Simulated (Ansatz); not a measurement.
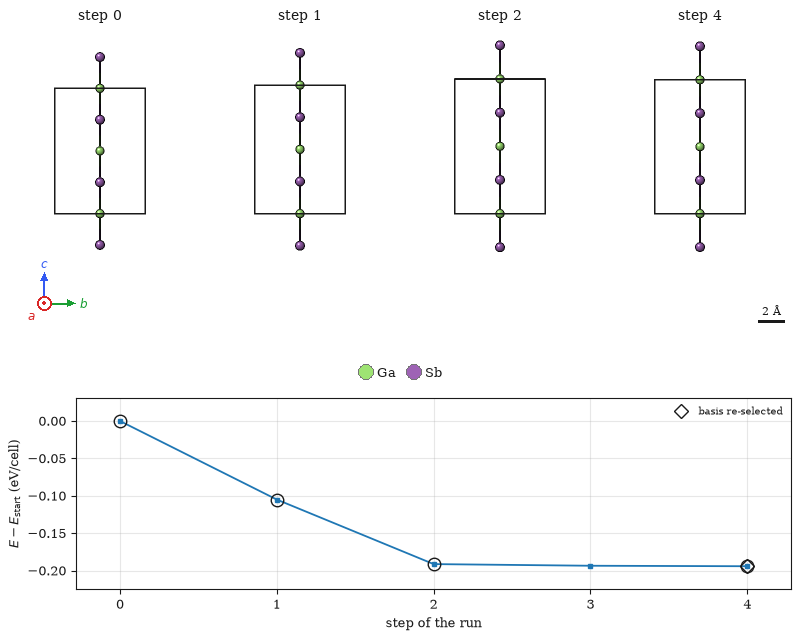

Frames of a relaxation of a wire of composition GaSb, marked on the history of the run. The picture is a ball-and-stick view of the 2 repeat of the cell, with the vacuum cut short, seen along the a axis.

Case: linear chain of atoms.

These are results of Ansatz, DFT PBE, scalar-relativistic, plane waves, PAW, not measurements. Settings: plane-wave cutoff 420 eV; k-point mesh 1 × 1 × 13; occupations gaussian; smearing width 0.05 eV; collinear spin; cell relaxed at fixed a, b, alpha, beta, gamma; force threshold 0.01 eV/Å; at most 45 steps.

Describe the path.

The energy falls by 0.194 eV per cell of the calculation in 3 accepted moves (4 points after the start). All forces vanish by symmetry, so only the cell relaxes. At 1 point the geometry stayed and the basis and grid were re-selected for the new cell (energy shift of 0.6 meV per cell of the calculation at most each time). No atom moves by more than 0.005 Å relative to the layer's centre. Along the periodic axis the drawn cell goes c 9.686 → 10.351 Å (+6.9 %). Among the contacts that change: Ga–Sb 2.422 → 2.588 Å. The run took 16 s on 2 threads of AMD EPYC 9R45 (Zen 5), with other jobs on the host, peak memory 0.69 GiB. From step 0 to 1: energy −0.105 eV per cell of the calculation. From step 1 to 2: energy −86.3 meV per cell of the calculation. From step 2 to 4: energy −2.9 meV per cell of the calculation.

| step | E − E(0), meV/atom | note |
| --- | --- | --- |
| 0 | 0.00 |  |
| 1 | -52.51 |  |
| 2 | -95.64 |  |
| 3 | -96.74 |  |
| 4 | -97.06 | same geometry, new basis |

Limits of the set-up: the k-point mesh is coarse for a cell with partly filled bands.
